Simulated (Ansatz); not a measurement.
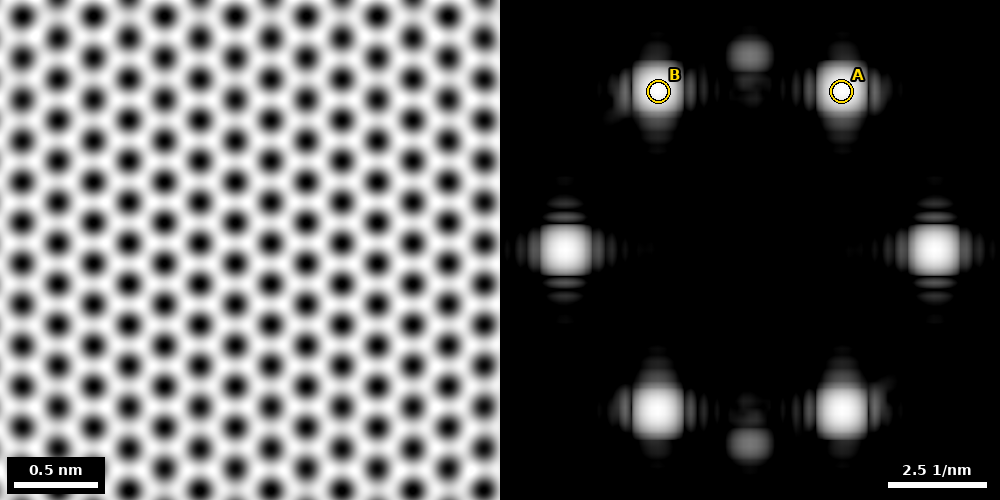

Phase-contrast TEM-like image of a crystal. Simulated in the weak-phase-object approximation with neutral-atom potentials: 200 kV, Cs = 0.60 mm, defocus −465 Å (negative is underfocus), defocus spread 20 Å, aperture 0.49 1/Å.

The right panel is the modulus of the image's Fourier transform on a logarithmic scale.

Which lattice spacings do the marked spots stand for, and what angle do A and B enclose?

Answer. A: 2.1 Å, B: 2.1 Å; A and B enclose about 60°.

The crystal is C (P6_3/mmc, No. 194) along [001]; the spots are (010) and (-1 1 0). Structure: the end point of a relaxation at fixed volume with Ansatz, DFT r2SCAN, scalar-relativistic, plane waves, PAW.
